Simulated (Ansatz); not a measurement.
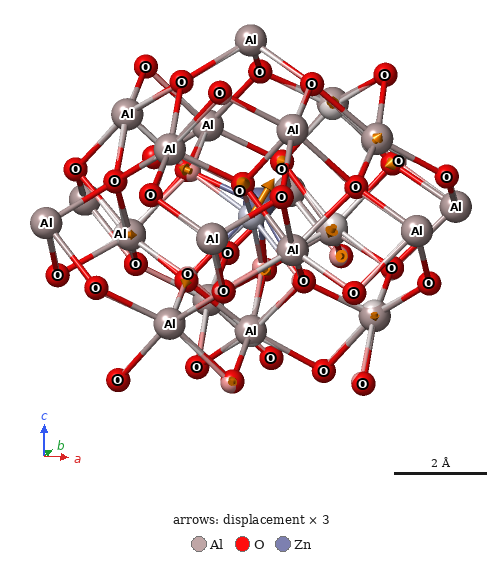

A relaxation of a defect cell of composition Al47O71Zn. The starting structure is drawn faded, the final one solid; orange arrows show the displacements, magnified 3 times.

A ball-and-stick model of the atoms within 5.0 Å of the atom that moves most (axes of the cell of the calculation (origin shifted)), seen slightly off an axis.

All numbers below come from DFT, PBEsol, PAW, plane waves (Ansatz 0.2.0). (plane-wave cutoff 420 eV; k-point mesh 1 × 1 × 1; mesh shifted by (0.25, 0.25, 0.25); collinear spin; atoms relaxed in a fixed cell; force threshold 0.03 eV/Å; at most 80 steps)

Q: Atoms of which element are displaced furthest, and by how much?

A: Zinc: up to 0.33 Å, against 0.13 Å for oxygen.

Q: What did the optimiser do to the structure, and how much energy did it gain?

A: The energy falls by 2.870 eV per cell of the calculation in 6 geometry steps. The largest force component goes from 2.6 to 0.0092 eV/Å. The Zn atom moves most: 0.33 Å along [1 1 1]. By element the largest moves are Zn 0.33 Å, O 0.13 Å, Al 0.13 Å. The lattice vectors keep their values. Among the contacts that change: O–Zn 1.959 → 2.359 Å, O–Zn 1.949 → 2.167 Å, O–Zn 1.963 → 2.146 Å, Al–O 2.015 → 1.895 Å. Among the angles between lasting bonds that change: O–Zn–O 165.1° → 147.9°, O–Zn–O 166.1° → 150.0°, O–Al–O 167.2° → 156.6°. The run took 16 s on 1 × NVIDIA GB300 Max-Q with 8 threads of Arm Neoverse-V2, peak memory 2.3 GiB.
